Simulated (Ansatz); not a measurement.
# Ti(110) (Fm-3m bulk, 8 atomic planes (those closer than 0.6 Å count as one), 10 Å): simulated STM

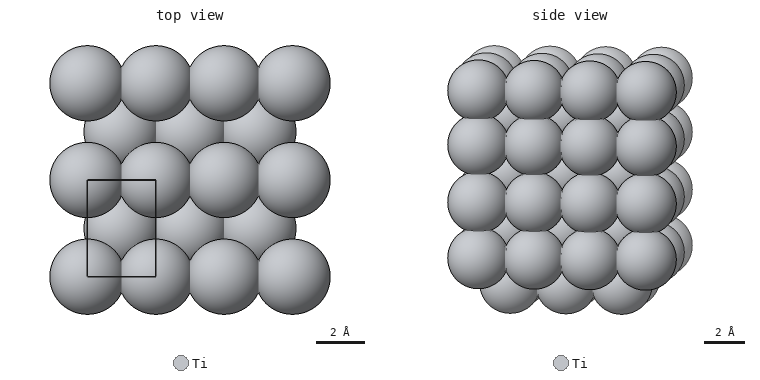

The relaxed structure from above and from the side.

Method: DFT PBE, scalar-relativistic, plane waves, PAW (Ansatz 0.2.0). Cutoff 420 eV, 17 × 12 k-points, Gaussian smearing 0.1 eV, dipole correction. The slab is a cut without reconstruction beyond its cell, at the source's lattice constants, with its lower half held fixed and the rest relaxed. This isn't the element's usual hcp form. No spin polarisation. The run warns that the functional's potential is rough in the thin density of the vacuum, where the tip is; weak contrasts and barriers may feel it.

The STM signal is simulated in the Tersoff–Hamann approximation. Bias windows are sharp sums over the levels of the k mesh.

Input file:

```yaml
crystal:
  lattice:
    - [2.87085353, 0.0, 0.0]
    - [0.0, 4.06, 0.0]
    - [0.0, 0.0, 27.0479872824]
  atoms:
    - { symbol: Ti, position: [0.5, 0.5, 0.314256285] }
    - { symbol: Ti, position: [0.0, 0.0, 0.3673259164] }
    - { symbol: Ti, position: [0.5, 0.5, 0.4203955478] }
    - { symbol: Ti, position: [0.0, 0.0, 0.4734651791] }
    - { symbol: Ti, position: [0.5, 0.5, 0.5277024806] }
    - { symbol: Ti, position: [0.0, 0.0, 0.5829269161] }
    - { symbol: Ti, position: [0.5, 0.5, 0.6364447941] }
    - { symbol: Ti, position: [0.0, 0.0, 0.6858256386] }
basis:
  ecutwfc: 420.0
  fft_grid_basis: typed
kpoints:
  mp_grid: { grid: [17, 12, 1] }
hamiltonian:
  xc: pbe
scf:
  occupations: { method: gaussian, width: 0.1 }
output:
  forces: true
  eigenvalues: true
  band_densities:
    - { e_range: [-2.0, -1.0] }
    - { e_range: [-1.0, -0.5] }
    - { e_range: [-0.5, -0.25] }
    - { e_range: [-0.25, 0.0] }
    - { e_range: [0.0, 0.25] }
    - { e_range: [0.25, 0.5] }
    - { e_range: [0.5, 1.0] }
    - { e_range: [1.0, 1.5] }
  band_residual_tolerance: 1.0e-05
  write_potential: true
  elf: true
  write_density: true
  volumetric_format: npy
efield:
  axis: 3
  dipole_correction: true
  ramp_width: 0.04
checkpoint:
  read: start.run
  write: ck
  compress: false
  write_wavefunctions: false
  write_every: 100000
```

Command:

```sh
ansatz run input.yaml --threads 1 --pin off --max-ram 2211MiB --backend cpu --events-out ev --progress --plain --runs-dir out
```

Run time of this step alone (it restarts from the relaxed density): 2.1 min on 1 thread of AMD EPYC 9R45 96-Core Processor (Zen 5), on a shared host, peak memory 1.4 GiB.

### 1. One image

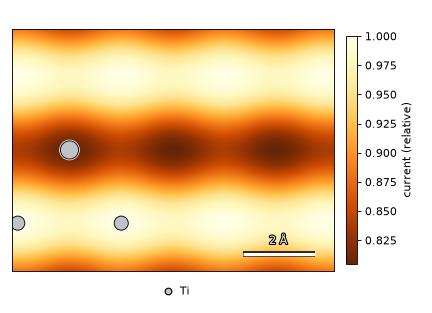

Constant-height image 4.0 Å above the topmost atom of this surface, sample bias −2.00 V. The atoms seen from above are drawn over one corner (deeper ones smaller).

Assign the bright and dark features to the surface structure.

Answer. The brightest spots lie over the Ti atoms 1.3 Å below the top plane; the darkest points are over the top Ti atoms. The brightest point carries 1.2 times the current of the darkest. So weak a contrast (1.24 times) depends on the k-mesh and on the tip.

### 2. Approach curves

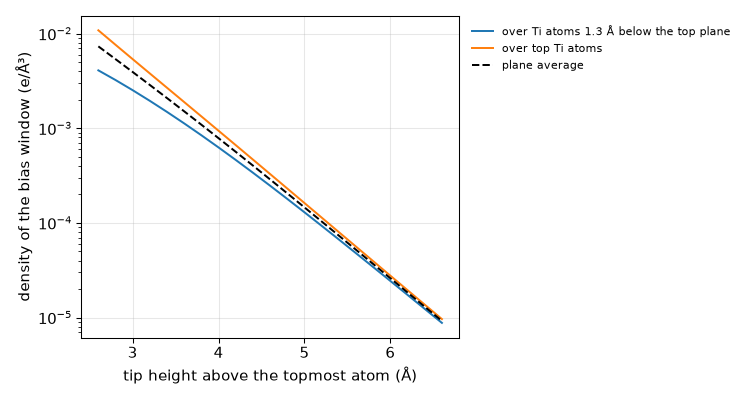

Approach curves over this surface at a sample bias of +1.50 V.

How fast does the current decay, and what apparent barrier height does that imply?

Answer. Near 4 Å the plane average falls as exp(−1.65 z/Å), a factor of 5.2 per ångström, which gives an apparent barrier of 2.6 eV (0.952 eV Å² times the slope squared). The vacuum level lies 3.30 eV above zero bias. The upper edge of the window lies 1.80 eV under it. The apparent barrier is above 1.80 eV. At 4 Å the 0.50 eV of states nearest the upper edge carry 35 % of the density.

### 3. States by depth

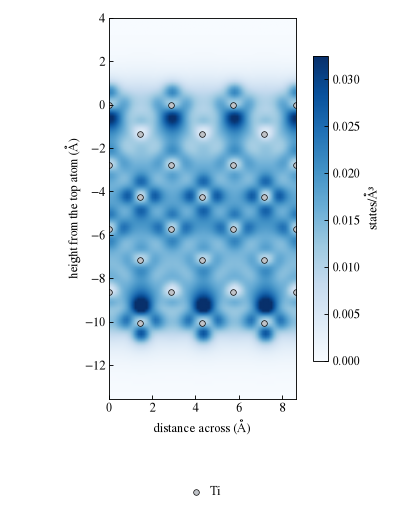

Density of all states between −0.25 and 0.00 eV (zero: the Fermi level) of this surface: side view, averaged along the second cell vector.

The picture shows the smooth PAW orbitals' density alone, which lacks about 27 % of these states' charge, near the nuclei; the shares below count all of it.

How is this energy window spread over the atomic planes?

Answer. The window holds 3.3 states per cell. Shares by plane (space cut midway between planes), top to bottom: Ti 13 %, Ti 9 %, Ti 12 %, Ti 14 %, Ti 14 %, Ti 11 %, Ti 12 %, Ti 16 %; the outer planes' shares include the vacuum, and density in a gap between layers is shared out between the planes on either side.

### 4. Bias series

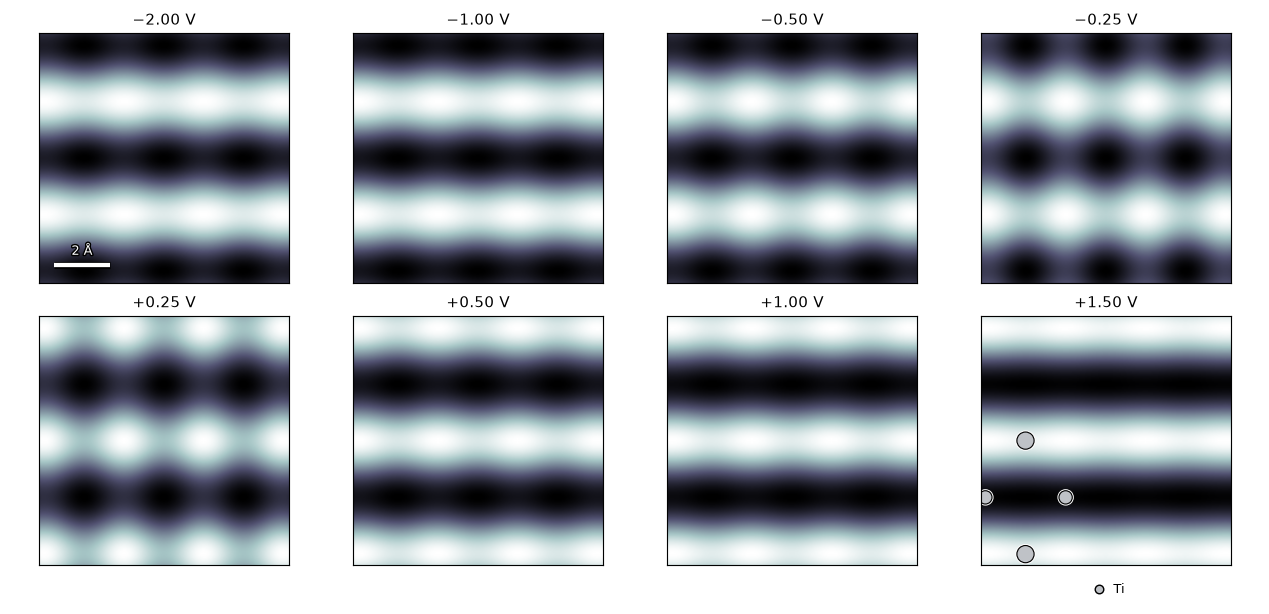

Constant-height images of this surface at 8 sample biases, each on its own colour scale; the last has the atoms seen from above drawn over one corner (deeper ones smaller).

How do the images change with bias?

Answer.
```csv
bias,height (Å),bright/dark,brightest over
−2.00 V,4.5,1.2,Ti atoms 1.3 Å below the top plane
−1.00 V,4.5,1.3,Ti atoms 1.3 Å below the top plane
−0.50 V,4.5,1.1,Ti atoms 1.3 Å below the top plane
−0.25 V,4.5,1.1,Ti atoms 1.3 Å below the top plane
+0.25 V,4.5,1.2,points 1.4 Å to the side of the top Ti atoms
+0.50 V,4.5,1.2,points 1.4 Å to the side of the top Ti atoms
+1.00 V,4.5,1.3,points 1.4 Å to the side of the top Ti atoms
+1.50 V,4.5,1.4,points 1.4 Å to the side of the top Ti atoms and top Ti atoms
```

The slab has states at the Fermi level, so this model gives a current down to small biases. Its work function (top face) is 3.30 eV.

The weakest contrasts here depend on the k mesh and on the tip.
